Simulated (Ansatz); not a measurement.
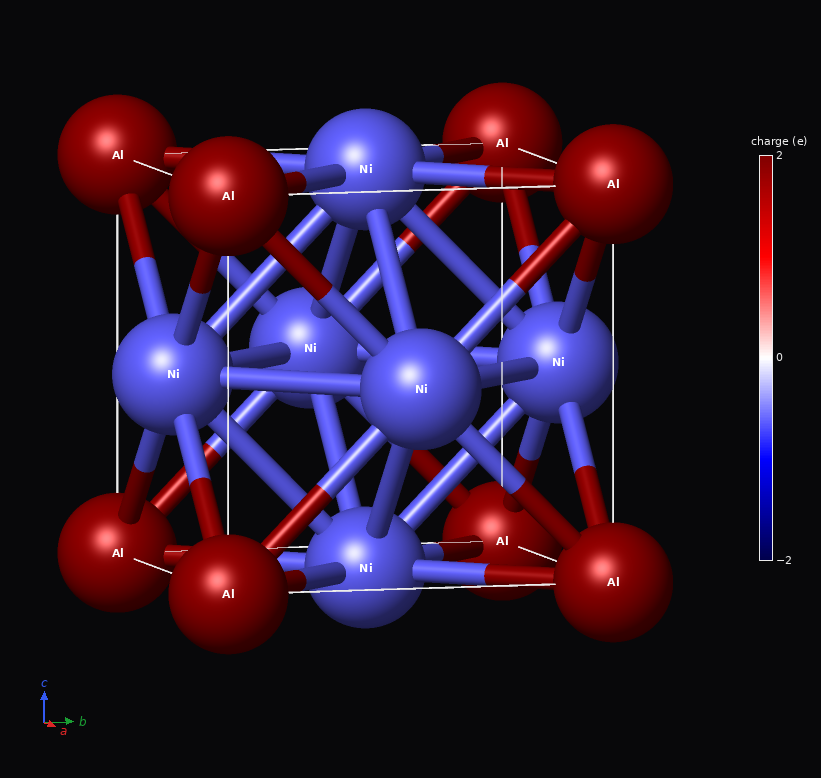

Ball-and-stick drawing of the structure, looking slightly off an axis. The parallelepiped is the simulation cell. The atoms of this AlNi₃ cell are coloured by their Bader charge.

Setup: DFT PBE, scalar-relativistic, plane waves, PAW (Ansatz); plane waves up to 420 eV, a 12×12×12 k-point grid, Gaussian smearing of 0.1 eV, collinear spins. The state is ferromagnetic.

**Which element is the most positive, and which the most negative?**

Most positive: Al; most negative: Ni. Charges: about Al +1.8 e; Ni -0.6 e.

The cell started as a structure listed in the Materials Project. Earlier steps of the study may have refined or changed the cell and positions. It was run through Ansatz as a DFT input.
